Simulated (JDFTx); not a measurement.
# Geometry relaxation, with input and output: ScAl₃ (part 1 of 2)

- system: ScAl₃ (Pm-3m, 4 atoms in the cell)
- method: Kohn-Sham DFT of a periodic cell, r2SCAN, SG15-PBE-1.2, no spin polarisation (JDFTx 1.7.0 (patched build))

The structure derives from a Materials Project entry.

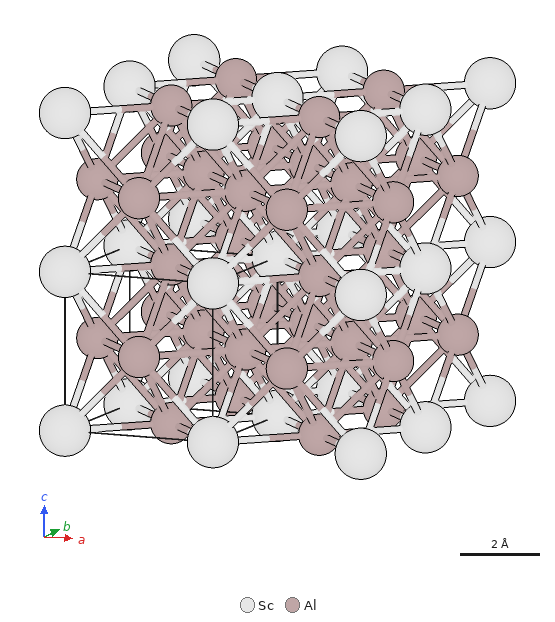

Fig. 1: The input geometry (ball-and-stick view of the cell of the calculation, repeated 2 × 2 × 2, seen slightly off an axis). An atom can appear more than once, as a periodic image. Near neighbours in the periodic cell (some may lie outside the picture): Sc has 12 Al at 2.89 Å; Al has 8 Al at 2.89 Å and 4 Sc at 2.89 Å.

### Input file
```
lattice \
    4.0878065700     0.0000000000     0.0000000000 \
    0.0000000000     4.0878065700     0.0000000000 \
    0.0000000000     0.0000000000     4.0878065700
latt-scale 1.889726124626 1.889726124626 1.889726124626
coords-type Lattice
ion Sc     0.0000000000     0.0000000000     0.0000000000 1
ion Al     0.5000000000     0.5000000000     0.0000000000 1
ion Al     0.0000000000     0.5000000000     0.5000000000 1
ion Al     0.5000000000     0.0000000000     0.5000000000 1

ion-species pseudo/Sc.upf
ion-species pseudo/Al.upf
elec-cutoff 40 320
elec-ex-corr mgga-x-r2scan mgga-c-r2scan
kpoint-folding 3 3 3
elec-smearing Fermi 0.0018374661
elec-n-bands 30
electronic-SCF nIterations 100 energyDiffThreshold 1e-09
electronic-minimize nIterations 30 energyDiffThreshold 1e-7
forces-output-coords Cartesian
lattice-minimize nIterations 40 energyDiffThreshold 1e-6

dump-name run.$VAR
dump End Ecomponents EigStats BandEigs Kpoints Forces Stress
```

Hardware: 1 thread of AMD EPYC (Zen 5), 32 GiB of memory available, shared host.

Run as:
```bash
jdftx -c 1 -i ScAl3.in -o ScAl3.out
```

### What the program printed
```
*************** JDFTx 1.7.0 (patched build) ***************

Input parsed successfully to the following command list (including defaults):
[... the input with its defaults ...]

---------- Setting up symmetries ----------

Found 48 point-group symmetries of the bravais lattice
Found 48 space-group symmetries with basis
Applied RMS atom displacement 0 bohrs to make symmetries exact.

---------- Initializing the Grid ----------
R =
[      7.72483            0            0  ]
[            0      7.72483            0  ]
[            0            0      7.72483  ]
unit cell volume = 460.965
G =
[   0.813375          0          0  ]
[          0   0.813375          0  ]
[          0          0   0.813375  ]
Minimum fftbox size, Smin = [  64  64  64  ]
Chosen fftbox size, S = [  64  64  64  ]

---------- Initializing tighter grid for wavefunction operations ----------
R =
[      7.72483            0            0  ]
[            0      7.72483            0  ]
[            0            0      7.72483  ]
unit cell volume = 460.965
G =
[   0.813375          0          0  ]
[          0   0.813375          0  ]
[          0          0   0.813375  ]
Minimum fftbox size, Smin = [  44  44  44  ]
Chosen fftbox size, S = [  48  48  48  ]

---------- Exchange Correlation functional ----------
Initialized LibXC exchange functional 'Re-regularized SCAN exchange by Furness et al'
Initialized LibXC correlation functional 'Re-regularized SCAN correlation by Furness et al'

---------- Setting up pseudopotentials ----------
Width of ionic core gaussian charges (only for fluid interactions / plotting) set to 0

Reading pseudopotential file 'pseudo/Sc.upf':
  'Sc' pseudopotential, 'PBE' functional
  Generated using ONCVPSP code by D. R. Hamann
  11 valence electrons, 0 orbitals, 6 projectors, 602 radial grid points, with lMax = 2
  Core radius for overlap checks: 2.43 bohrs.

Reading pseudopotential file 'pseudo/Al.upf':
  'Al' pseudopotential, 'PBE' functional
  Generated using ONCVPSP code by D. R. Hamann
  11 valence electrons, 0 orbitals, 4 projectors, 602 radial grid points, with lMax = 1
  Core radius for overlap checks: 2.11 bohrs.

Initialized 2 species with 4 total atoms.

Folded 1 k-points by 3x3x3 to 27 k-points.

---------- Setting up k-points, bands, fillings ----------
Reduced to 4 k-points under symmetry.
Computing the number of bands and number of electrons
Calculating initial fillings.
nElectrons:  44.000000   nBands: 30   nStates: 4

----- Setting up reduced wavefunction bases (one per k-point) -----
average nbasis = 5561.667 , ideal nbasis = 5569.954

---------- Setting up ewald sum ----------
Optimum gaussian width for ewald sums = 2.445997 bohr.
Real space sum over 1331 unit cells with max indices [  5  5  5  ]
Reciprocal space sum over 2197 terms with max indices [  6  6  6  ]

---------- Allocating electronic variables ----------
Initializing wave functions:  (No orbitals for LCAO)  bandwidth-limited random numbers

--------- Lattice Minimization ---------

Setting the auxilliary hamiltonian equal to the subspace hamiltonian.

-------- Electronic minimization -----------
Will mix electronic and kinetic density at each iteration.
	FillingsUpdate:  mu: +1.040815621  nElectrons: 44.000000
	FillingsUpdate:  mu: +0.112257277  nElectrons: 44.000000
SCF: Cycle:  0   F: -237.236718717409218   dF: -1.083e+02   |Residual|: 1.378e+01   |deigs|: 3.063e+00
	FillingsUpdate:  mu: +0.181722236  nElectrons: 44.000000
SCF: Cycle:  1   F: -246.957871117647898   dF: -9.721e+00   |Residual|: 1.927e+01   |deigs|: 3.555e-01
	FillingsUpdate:  mu: -0.308016960  nElectrons: 44.000000
SCF: Cycle:  2   F: -236.771129363678057   dF: +1.019e+01   |Residual|: 3.530e+01   |deigs|: 7.374e-01
	FillingsUpdate:  mu: +0.389065515  nElectrons: 44.000000
SCF: Cycle:  3   F: -252.524319302094000   dF: -1.575e+01   |Residual|: 9.269e+00   |deigs|: 1.886e+00
	FillingsUpdate:  mu: +0.358412206  nElectrons: 44.000000
SCF: Cycle:  4   F: -253.158053125089850   dF: -6.337e-01   |Residual|: 5.834e+00   |deigs|: 1.749e-01
	FillingsUpdate:  mu: +0.440499546  nElectrons: 44.000000
SCF: Cycle:  5   F: -253.692623137556723   dF: -5.346e-01   |Residual|: 2.069e+00   |deigs|: 4.728e-01
	FillingsUpdate:  mu: +0.434666658  nElectrons: 44.000000
SCF: Cycle:  6   F: -253.724356931032418   dF: -3.173e-02   |Residual|: 1.344e+00   |deigs|: 5.787e-02
	FillingsUpdate:  mu: +0.412541320  nElectrons: 44.000000
SCF: Cycle:  7   F: -253.750190625798695   dF: -2.583e-02   |Residual|: 6.550e-01   |deigs|: 1.387e-01
	FillingsUpdate:  mu: +0.417211187  nElectrons: 44.000000
SCF: Cycle:  8   F: -253.757690028312425   dF: -7.499e-03   |Residual|: 5.205e-01   |deigs|: 1.326e-02
	FillingsUpdate:  mu: +0.420748136  nElectrons: 44.000000
SCF: Cycle:  9   F: -253.762676414193862   dF: -4.986e-03   |Residual|: 1.264e-01   |deigs|: 1.825e-02
	FillingsUpdate:  mu: +0.423762265  nElectrons: 44.000000
SCF: Cycle: 10   F: -253.763508228439008   dF: -8.318e-04   |Residual|: 1.299e-01   |deigs|: 1.315e-02
	FillingsUpdate:  mu: +0.423255958  nElectrons: 44.000000
SCF: Cycle: 11   F: -253.763606675856522   dF: -9.845e-05   |Residual|: 2.180e-02   |deigs|: 3.281e-03
	FillingsUpdate:  mu: +0.423177735  nElectrons: 44.000000
SCF: Cycle: 12   F: -253.763612212514289   dF: -5.537e-06   |Residual|: 1.043e-02   |deigs|: 1.562e-04
	FillingsUpdate:  mu: +0.423063962  nElectrons: 44.000000
SCF: Cycle: 13   F: -253.763614886625504   dF: -2.674e-06   |Residual|: 2.762e-03   |deigs|: 2.786e-04
	FillingsUpdate:  mu: +0.423070087  nElectrons: 44.000000
SCF: Cycle: 14   F: -253.763615225727449   dF: -3.391e-07   |Residual|: 7.150e-04   |deigs|: 2.736e-04
	FillingsUpdate:  mu: +0.423077629  nElectrons: 44.000000
SCF: Cycle: 15   F: -253.763615286703782   dF: -6.098e-08   |Residual|: 3.386e-04   |deigs|: 2.283e-05
	FillingsUpdate:  mu: +0.423086641  nElectrons: 44.000000
SCF: Cycle: 16   F: -253.763615312867245   dF: -2.616e-08   |Residual|: 1.514e-04   |deigs|: 1.731e-05
	FillingsUpdate:  mu: +0.423083392  nElectrons: 44.000000
SCF: Cycle: 17   F: -253.763615317961268   dF: -5.094e-09   |Residual|: 2.288e-04   |deigs|: 6.495e-06
	FillingsUpdate:  mu: +0.423085472  nElectrons: 44.000000
SCF: Cycle: 18   F: -253.763615320426368   dF: -2.465e-09   |Residual|: 3.929e-05   |deigs|: 9.466e-06
	FillingsUpdate:  mu: +0.423086133  nElectrons: 44.000000
SCF: Cycle: 19   F: -253.763615320735028   dF: -3.087e-10   |Residual|: 1.393e-05   |deigs|: 3.946e-06
	FillingsUpdate:  mu: +0.423086596  nElectrons: 44.000000
SCF: Cycle: 20   F: -253.763615320848942   dF: -1.139e-10   |Residual|: 9.321e-06   |deigs|: 4.661e-06
SCF: Converged (|Delta E|<1.000000e-09 for 2 iters).

Setting wave functions to eigenvectors of Hamiltonian
# Lattice vectors:
R =
[      7.72483            0            0  ]
[            0      7.72483            0  ]
[            0            0      7.72483  ]
unit cell volume = 460.965

# Strain tensor in Cartesian coordinates:
[            0            0            0  ]
[            0            0            0  ]
[            0            0            0  ]

# Stress tensor in Cartesian coordinates [Eh/a0^3]:
[ -3.85585e-05            0            0  ]
[            0 -3.85585e-05            0  ]
[            0            0 -3.85585e-05  ]

# Ionic positions in lattice coordinates:
ion Sc   0.000000000000000   0.000000000000000   0.000000000000000 1
ion Al   0.500000000000000   0.500000000000000   0.000000000000000 1
ion Al   0.000000000000000   0.500000000000000   0.500000000000000 1
ion Al   0.500000000000000   0.000000000000000   0.500000000000000 1

# Forces in Cartesian coordinates:
force Sc   0.000000000000000  -0.000000000000000   0.000000000000000 1
force Al  -0.000000000000000  -0.000000000000000  -0.000000000000000 1
force Al   0.000000000000000  -0.000000000000000   0.000000000000000 1
force Al  -0.000000000000000   0.000000000000000   0.000000000000000 1

# Energy components:
   Eewald =     -143.6324065085456709
       EH =       60.3695015118617277
     Eloc =     -194.0223526179084104
      Enl =      -51.7913557473404609
      Exc =      -29.6729530041178151
       KE =      104.9866905827691852
-------------------------------------
     Etot =     -253.7628757832814017
       TS =        0.0007395375675372
-------------------------------------
        F =     -253.7636153208489418

LatticeMinimize: Iter:   0  F: -253.763615320848942  |grad|_K:  3.985e-03

-------- Electronic minimization -----------
Will mix electronic and kinetic density at each iteration.
	FillingsUpdate:  mu: +0.423086596  nElectrons: 44.000000
	FillingsUpdate:  mu: +0.422529458  nElectrons: 44.000000
SCF: Cycle:  0   F: -253.763626237261434   dF: -2.739e-05   |Residual|: 2.630e-02   |deigs|: 4.452e-06
	FillingsUpdate:  mu: +0.422667897  nElectrons: 44.000000
SCF: Cycle:  1   F: -253.763629829395398   dF: -3.592e-06   |Residual|: 1.336e-02   |deigs|: 4.879e-04
	FillingsUpdate:  mu: +0.422683250  nElectrons: 44.000000
SCF: Cycle:  2   F: -253.763630517301493   dF: -6.879e-07   |Residual|: 1.824e-03   |deigs|: 4.524e-04
	FillingsUpdate:  mu: +0.422673873  nElectrons: 44.000000
SCF: Cycle:  3   F: -253.763630577473293   dF: -6.017e-08   |Residual|: 8.665e-04   |deigs|: 4.680e-05
	FillingsUpdate:  mu: +0.422670962  nElectrons: 44.000000
SCF: Cycle:  4   F: -253.763630591963903   dF: -1.449e-08   |Residual|: 3.682e-04   |deigs|: 8.936e-06
	FillingsUpdate:  mu: +0.422673632  nElectrons: 44.000000
SCF: Cycle:  5   F: -253.763630597934565   dF: -5.971e-09   |Residual|: 1.447e-04   |deigs|: 7.432e-06
	FillingsUpdate:  mu: +0.422669898  nElectrons: 44.000000
SCF: Cycle:  6   F: -253.763630600691812   dF: -2.757e-09   |Residual|: 6.639e-05   |deigs|: 8.570e-06
	FillingsUpdate:  mu: +0.422670045  nElectrons: 44.000000
SCF: Cycle:  7   F: -253.763630601212867   dF: -5.211e-10   |Residual|: 1.629e-05   |deigs|: 1.792e-06
	FillingsUpdate:  mu: +0.422669965  nElectrons: 44.000000
SCF: Cycle:  8   F: -253.763630601352162   dF: -1.393e-10   |Residual|: 1.051e-05   |deigs|: 1.224e-06
SCF: Converged (|Delta E|<1.000000e-09 for 2 iters).

Setting wave functions to eigenvectors of Hamiltonian
LatticeMinimize: 	Wolfe criterion not satisfied: alpha: 1  (E-E0)/|gdotd0|: -0.9621  gdotd/gdotd0: 0.924878 (taking cubic step)

-------- Electronic minimization -----------
Will mix electronic and kinetic density at each iteration.
	FillingsUpdate:  mu: +0.422669965  nElectrons: 44.000000
	FillingsUpdate:  mu: +0.421556500  nElectrons: 44.000000
SCF: Cycle:  0   F: -253.763641178759741   dF: -1.105e-04   |Residual|: 5.296e-02   |deigs|: 5.144e-06
	FillingsUpdate:  mu: +0.421834038  nElectrons: 44.000000
SCF: Cycle:  1   F: -253.763654474801427   dF: -1.330e-05   |Residual|: 2.684e-02   |deigs|: 9.735e-04
	FillingsUpdate:  mu: +0.421864602  nElectrons: 44.000000
SCF: Cycle:  2   F: -253.763657244143104   dF: -2.769e-06   |Residual|: 3.820e-03   |deigs|: 9.092e-04
	FillingsUpdate:  mu: +0.421844998  nElectrons: 44.000000
SCF: Cycle:  3   F: -253.763657484106005   dF: -2.400e-07   |Residual|: 1.764e-03   |deigs|: 9.897e-05
	FillingsUpdate:  mu: +0.421840614  nElectrons: 44.000000
SCF: Cycle:  4   F: -253.763657541453199   dF: -5.735e-08   |Residual|: 8.093e-04   |deigs|: 1.751e-05
	FillingsUpdate:  mu: +0.421844232  nElectrons: 44.000000
SCF: Cycle:  5   F: -253.763657561743827   dF: -2.029e-08   |Residual|: 3.094e-04   |deigs|: 1.129e-05
	FillingsUpdate:  mu: +0.421836904  nElectrons: 44.000000
SCF: Cycle:  6   F: -253.763657573725055   dF: -1.198e-08   |Residual|: 9.330e-05   |deigs|: 1.470e-05
	FillingsUpdate:  mu: +0.421837743  nElectrons: 44.000000
SCF: Cycle:  7   F: -253.763657575493085   dF: -1.768e-09   |Residual|: 3.703e-05   |deigs|: 2.809e-06
	FillingsUpdate:  mu: +0.421837696  nElectrons: 44.000000
SCF: Cycle:  8   F: -253.763657576092356   dF: -5.993e-10   |Residual|: 1.278e-05   |deigs|: 1.359e-06
	FillingsUpdate:  mu: +0.421837372  nElectrons: 44.000000
SCF: Cycle:  9   F: -253.763657576183732   dF: -9.138e-11   |Residual|: 7.739e-06   |deigs|: 1.235e-06
SCF: Converged (|Delta E|<1.000000e-09 for 2 iters).

Setting wave functions to eigenvectors of Hamiltonian
# Lattice vectors:
R =
[      7.73174            0            0  ]
[            0      7.73174            0  ]
[            0            0      7.73174  ]
unit cell volume = 462.202

# Strain tensor in Cartesian coordinates:
[   0.00089375            0            0  ]
[            0   0.00089375            0  ]
[            0            0   0.00089375  ]

# Stress tensor in Cartesian coordinates [Eh/a0^3]:
[ -2.97565e-05            0            0  ]
[            0 -2.97565e-05            0  ]
[            0            0 -2.97565e-05  ]

# Ionic positions in lattice coordinates:
ion Sc  -0.000000000000000   0.000000000000000   0.000000000000000 1
ion Al   0.500000000000000   0.500000000000000  -0.000000000000000 1
ion Al  -0.000000000000000   0.500000000000000   0.500000000000000 1
ion Al   0.500000000000000  -0.000000000000000   0.500000000000000 1

# Forces in Cartesian coordinates:
force Sc   0.000000000000000  -0.000000000000000  -0.000000000000000 1
force Al  -0.000000000000000  -0.000000000000000  -0.000000000000000 1
force Al   0.000000000000000  -0.000000000000000   0.000000000000000 1
force Al   0.000000000000000  -0.000000000000000  -0.000000000000000 1

# Energy components:
   Eewald =     -143.5041496045334668
       EH =       60.4342087419953060
     Eloc =     -194.2095171528270612
      Enl =      -51.7881721503715085
      Exc =      -29.6695015168555543
       KE =      104.9742136650618392
-------------------------------------
     Etot =     -253.7629180175304668
       TS =        0.0007395586532576
```
